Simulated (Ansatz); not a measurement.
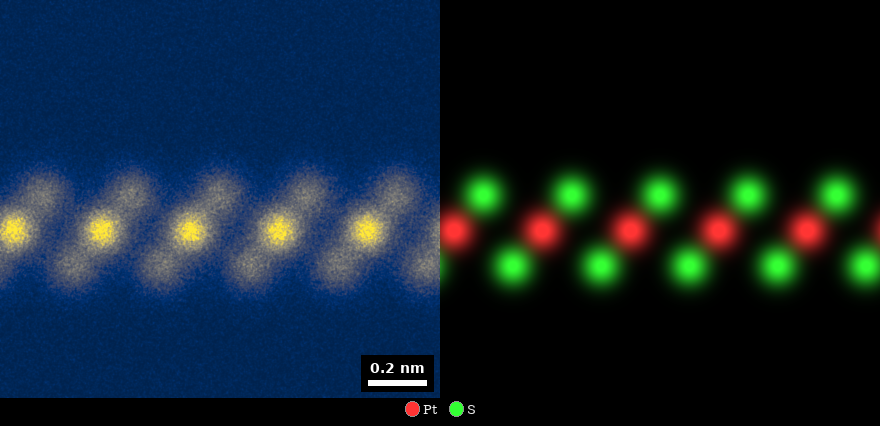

Cross-section of a slab of composition PtS2, seen along a direction in its plane, the normal pointing up. Simulated as the projected potential of neutral atoms (B = 0.5 Å²) blurred by a 0.98 Å probe, the thin-sample limit of integrated differential phase contrast. Shot noise was added. Structure: the geometry relaxed with DFT, HSE06, plane waves, PAW in Ansatz 0.2.0; the starting structure was generated, so it need not be a known form of this composition. The right panel is a simulated map of the elements in the same area (atoms counted along the beam, one colour per element).

Question: How many atomic planes does the slab have, and what do they hold from top to bottom?

Answer: 3 planes (atoms within 0.35 Å in height count as one plane):

```
plane  content  depth below the top plane (Å)
    1        S                            0.0
    2       Pt                            1.2
    3        S                            2.4
```

Question: How thick is it, and how does it end on either side?

Answer: The outermost planes are 2.4 Å apart. The upper face ends in S and the lower in S, so the sequence of planes is the same from both sides.
